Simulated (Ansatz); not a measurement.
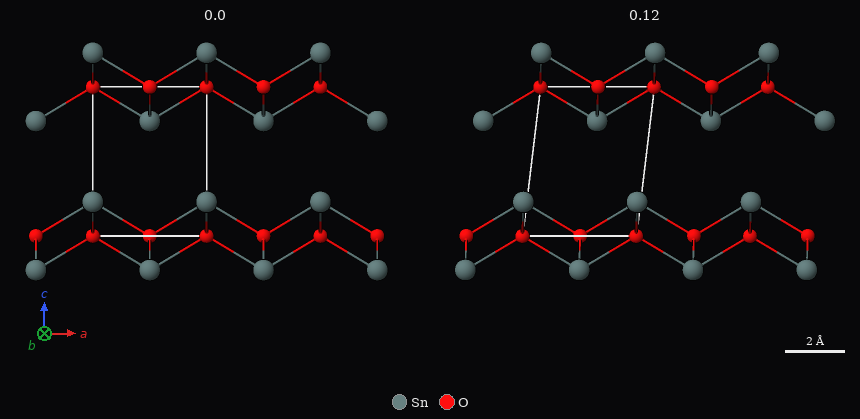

Crystalline SnO (set up in P4/nmm), under shear of c along a (cell held, atoms relaxed), with energies (extrapolated to zero smearing) counted from the relaxed crystal, which is the row at zero. The picture shows the first and the last member. The picture is a ball-and-stick view of the cell of the calculation, repeated 2 × 1 × 1 with one cell outlined, seen along the b axis.

Computed with Ansatz 0.2.0: DFT PBE, scalar-relativistic, plane waves, PAW. (plane-wave cutoff 420 eV; k-point mesh 10 × 10 × 8; occupations gaussian; smearing width 0.01 eV; no spin polarisation; atoms relaxed in a fixed cell; force threshold 0.008 eV/Å)

```
strain  energy (meV/atom)  a (Å)  c (Å)
   0.0               0.00  3.868  5.066
  0.02               0.44  3.868  5.067
  0.04               1.74  3.868  5.070
  0.06                  ?      ?      ?
  0.08               6.91  3.868  5.082
  0.12              15.37  3.868  5.103
```

Question: Estimate the missing row from the others, and compare with the calculation.

Answer: A parabola through three neighbouring rows (0.02, 0.04, 0.08) gives, with Lagrange weights, (−0.3333)(0.44) + (1.0000)(1.74) + (0.3333)(6.91) = 3.90 meV/atom. The calculation gives 3.90 meV/atom (a = 3.868 Å, c = 5.075 Å). The estimate is right to the digits shown.

The whole series:

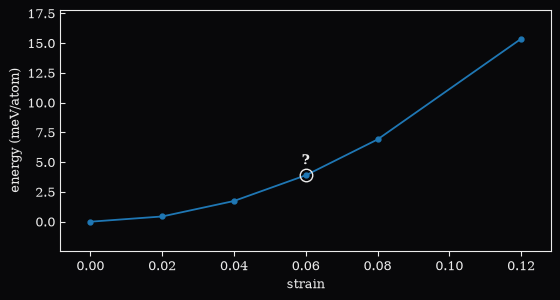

Each member starts from this one structure; whether another phase lies lower wasn't checked.

Limits of the set-up: layers or molecules are held without a dispersion correction, so their spacing is unreliable.
